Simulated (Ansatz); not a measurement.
System: Li, space group P6_3/mmc (No. 194).

Starting cell:
```yaml
crystal:
  lattice:
    - [2.95004, 0.00000, 0.00000]
    - [-1.47502, 2.55481, 0.00000]
    - [0.00000, 0.00000, 9.68781]
  atoms:
    - { symbol: Li, position: [0.00000, 0.00000, 0.00000] }
    - { symbol: Li, position: [0.33333, 0.66667, 0.25000] }
    - { symbol: Li, position: [0.00000, 0.00000, 0.50000] }
    - { symbol: Li, position: [0.66667, 0.33333, 0.75000] }
```

One of the inputs:
```
crystal:
  lattice:
    - [2.9500393383, 0.0, 0.0]
    - [-1.4750196692, 2.5548090092, 0.0]
    - [0.0, 0.0, 9.6878098281]
  atoms:
    - { symbol: Li, position: [0.0, 0.0, 0.0] }
    - { symbol: Li, position: [0.3333333333, 0.6666666667, 0.25] }
    - { symbol: Li, position: [0.0, 0.0, 0.5] }
    - { symbol: Li, position: [0.6666666667, 0.3333333333, 0.75] }
basis:
  ecutwfc: 420
kpoints:
  mp_grid: { grid: [18, 18, 6] }
hamiltonian:
  xc: pbe
  dispersion: d3bj
scf:
  occupations: { method: gaussian, width: 0.1 }
output:
  forces: true
  stress: true
  eigenvalues: true
relax:
  adjacent_minimum: "off"
  f_tol: 0.005
  max_steps: 80
  cell: { stress_tol: 0.05 }
```

Run as:
```bash
ansatz run input.yaml --threads 1 --pin off --max-ram 2560MiB --backend cpu --events-out ev --progress --plain --runs-dir out
```

How it was computed, with Ansatz 0.2.0: third-order Birch-Murnaghan fit to density functional energies at scaled volumes of the given relaxed cell, shape and atoms relaxed at each volume; energies count from the fitted minimum; plane waves with PAW datasets, Γ-centred k mesh. Level: PBE with D3(BJ), no spin polarisation.

- wave cutoff: 420 eV
- k mesh: 18×18×6
- occupations: Gaussian
- smearing width: 0.1 eV

Predict the energy above the minimum against volume. The volume takes the values 16.063, 16.611, 17.159, 17.706, 18.254, 18.801, 19.349, 20.079 Å³/atom.

A third-order Birch–Murnaghan fit gives V0 = 18.26 Å³/atom, B0 = 15.6 GPa and B′ = 3.3. The energy above the minimum is 15.4 meV/atom at volume 16.063 Å³/atom and 7.7 meV/atom at 20.079 Å³/atom; the lowest computed point is at volume 18.254 Å³/atom (0.0 meV/atom). The solid is metallic at every point.

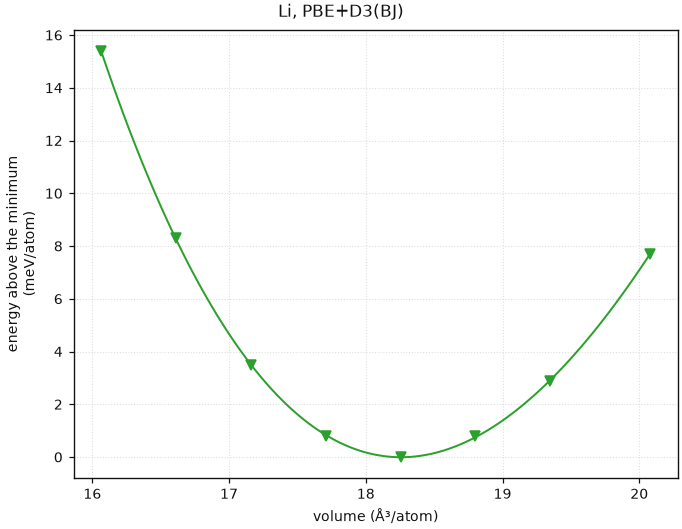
